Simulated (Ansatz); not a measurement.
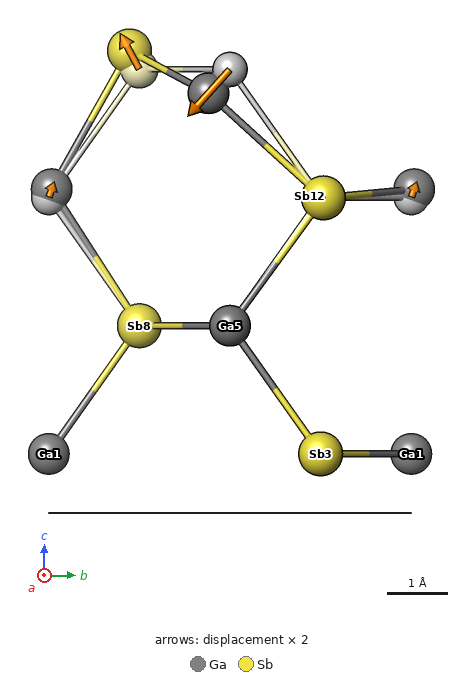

A constrained relaxation of a slab of composition GaSb (cut from the F-43m phase). The starting structure is drawn faded, the final one solid; orange arrows show the displacements, 2 times their true length.

Style: ball-and-stick. Shown: the cell of the calculation, outlined in the plane, without the vacuum (origin shifted), along the a axis.

Case: clean slab, lower planes held. The slab is the (1 1 0) face of GaSb. 8 atoms are held fixed.

The calculation used Ansatz, DFT PBE+D3(BJ), scalar-relativistic, plane waves, PAW.

The input:
```yaml
crystal:
  lattice:
    - [8.6680824697, 0.0, 0.0]
    - [0.0, 6.1292598942, 0.0]
    - [0.0, 0.0, 22.5010618523]
  atoms:
    - { symbol: Ga, position: [0.25, 0.5, 0.3555387765] }
    - { symbol: Ga, position: [0.75, 0.5, 0.3555387765] }
    - { symbol: Sb, position: [0.5, 0.25, 0.3555387765] }
    - { symbol: Sb, position: [0.0, 0.25, 0.3555387765] }
    - { symbol: Ga, position: [0.5, 0.0, 0.4518462588] }
    - { symbol: Ga, position: [0.0, 0.0, 0.4518462588] }
    - { symbol: Sb, position: [0.75, 0.75, 0.4518462588] }
    - { symbol: Sb, position: [0.25, 0.75, 0.4518462588] }
    - { symbol: Ga, position: [0.75, 0.5, 0.5481537412] }
    - { symbol: Ga, position: [0.25, 0.5, 0.5481537412] }
    - { symbol: Sb, position: [0.0, 0.25, 0.5481537412] }
    - { symbol: Sb, position: [0.5, 0.25, 0.5481537412] }
    - { symbol: Ga, position: [0.0, 0.0, 0.6444612235] }
    - { symbol: Ga, position: [0.5, 0.0, 0.6444612235] }
    - { symbol: Sb, position: [0.25, 0.75, 0.6444612235] }
    - { symbol: Sb, position: [0.75, 0.75, 0.6444612235] }
basis:
  ecutwfc: 420
kpoints:
  mp_grid: { grid: [2, 3, 1] }
hamiltonian:
  xc: pbe
  dispersion: d3bj
scf:
  occupations: { method: gaussian, width: 0.1 }
output:
  forces: true
  eigenvalues: true
  write_density: true
  write_potential: true
  elf: true
  volumetric_format: npy
relax:
  adjacent_minimum: "off"
  f_tol: 0.03
  max_steps: 70
  constraints: [{ sites: [0, 1, 2, 3, 4, 5, 6, 7] }]
efield:
  axis: 3
  dipole_correction: true
  ramp_width: 0.04
```

Command:
```bash
ansatz run input.yaml --threads 4 --pin off --max-ram 10240MiB --backend cpu --events-out ev --progress --plain --runs-dir out
```

Question: Atoms of which element are displaced furthest, and by how much?

Answer: Gallium: up to 0.54 Å, against 0.35 Å for antimony.

Question: What happened in the run?

Answer: The energy falls by 0.906 eV per cell of the calculation in 4 geometry steps. Largest force component: 0.91 eV/Å at the start, 0.0069 eV/Å at the end. The largest moves, 0.54 Å, are those of Ga13 and Ga14. Ga13 goes at 42° to the normal (−c side). Largest moves by element: Ga 0.54 Å, Sb 0.35 Å. The lattice vectors keep their values. Near-neighbour distances that change, for instance: Sb7–Ga9 2.654 → 2.743 Å, Ga10–Sb15 2.654 → 2.683 Å, Sb11–Ga13 2.654 → 2.628 Å, Ga13–Sb15 2.654 → 2.644 Å. Among the angles between lasting bonds that change: Ga10–Sb15–Ga13 109.5° → 90.7°, Sb11–Ga13–Sb15 109.5° → 123.8°, Ga5–Sb12–Ga14 109.5° → 96.2°.
